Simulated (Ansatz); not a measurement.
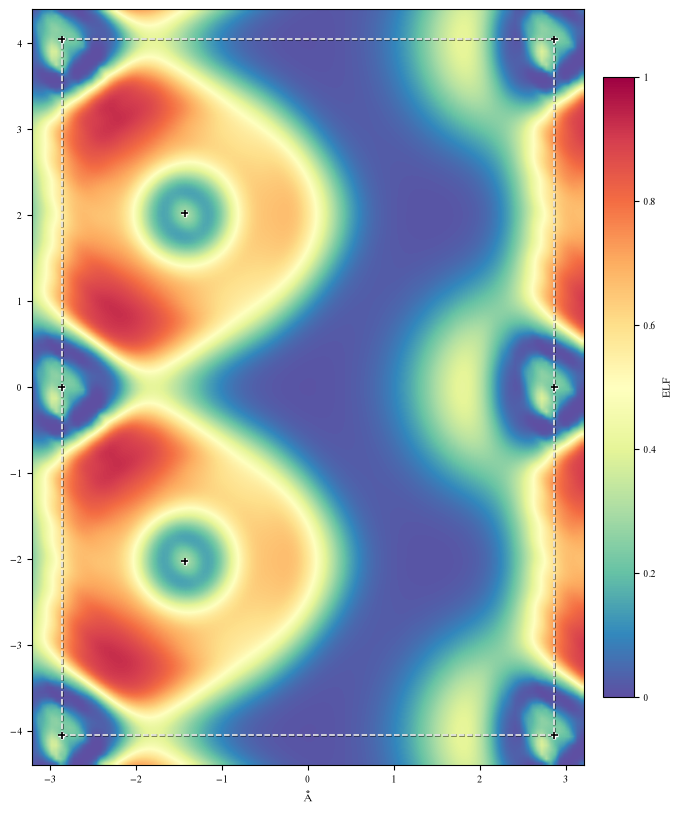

The ELF on a plane through atoms (crosses mark nuclei in the plane).

The calculation used DFT PBE, scalar-relativistic, plane waves, PAW (Ansatz).

Candidates:
A. Si, a = 5.47 Å, b = 5.47 Å, c = 5.47 Å, α = 90.00°, β = 90.00°, γ = 90.00°. Space group Fd-3m; a structure from a database of computed crystals, not necessarily the ambient phase.
B. AlAs, a = 5.73 Å, b = 5.73 Å, c = 5.73 Å, α = 90.00°, β = 90.00°, γ = 90.00°. Space group F-43m.
C. SiC, a = 3.09 Å, b = 3.09 Å, c = 10.13 Å, α = 90.00°, β = 90.00°, γ = 120.00°. Space group P6₃mc; a structure from a database of computed crystals, not necessarily the ambient phase.

Question: Which system is this?

Answer: Candidate B: AlAs on the (011) plane of the conventional cell, which holds Al and As. Al–As (2.48 Å): the ELF peaks at about 0.90 between the atoms: localised, covalent bonding.
